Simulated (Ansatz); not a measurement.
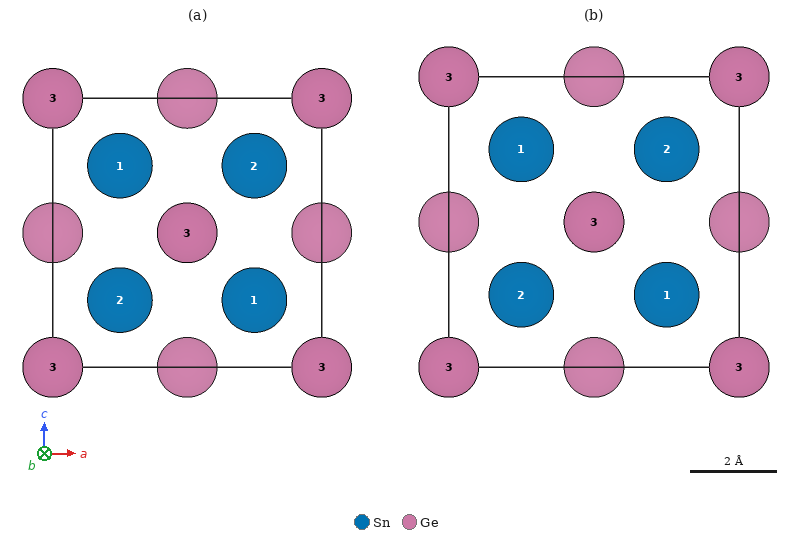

The structure of crystalline Sn2Ge (a generated structure, set up in Fm-3m) (coarse preliminary run) before (left) and after (right) a relaxation, at one scale.

The picture is a spheres-only view of the conventional cell (4 times the calculation's cell), seen along the b axis. Lengths and directions refer to the drawn axes.

Theory: DFT LDA, scalar-relativistic, plane waves, PAW in Ansatz 0.2.0.

Input
```yaml
crystal:
  lattice:
    - [0.0, 3.1429694073, 3.1429694073]
    - [3.1429694073, 0.0, 3.1429694073]
    - [3.1429694073, 3.1429694073, 0.0]
  atoms:
    - { symbol: Sn, position: [0.75, 0.75, 0.75] }
    - { symbol: Sn, position: [0.25, 0.25, 0.25] }
    - { symbol: Ge, position: [0.0, 0.0, 0.0] }
basis:
  ecutwfc: 420
kpoints:
  mp_grid: { grid: [6, 6, 6] }
hamiltonian:
  xc: lda
scf:
  occupations: { method: gaussian, width: 0.1 }
output:
  forces: true
  stress: true
  eigenvalues: true
relax:
  adjacent_minimum: "off"
  f_tol: 0.05
  max_steps: 80
  cell: { stress_tol: 0.5 }
```

Run as
```bash
ansatz run input.yaml --threads 1 --pin off --max-ram 3072MiB --backend cpu --events-out ev --progress --plain --runs-dir out
```

Q: Describe what moved and what it gained.

A: The atoms keep their places relative to the cell (all moves are under 0.005 Å). The drawn cell changes as follows: a = b = c 6.286 → 6.792 Å (+8.0 %); the volume changes by +26.1 %. Near-neighbour distances that change, for instance: Sn1–Ge3 2.722 → 2.941 Å. The space group stays Fm-3m (No. 225). Over 3 accepted moves (4 points after the start) the energy falls by 310 meV per atom. All forces vanish by symmetry, so only the cell relaxes. The pressure goes from 22.11 to 0.35 GPa. The SCF was repeated once at an unchanged geometry on a basis and grid sized afresh for the cell, which shifted the energy by 2.2 meV per atom at most.
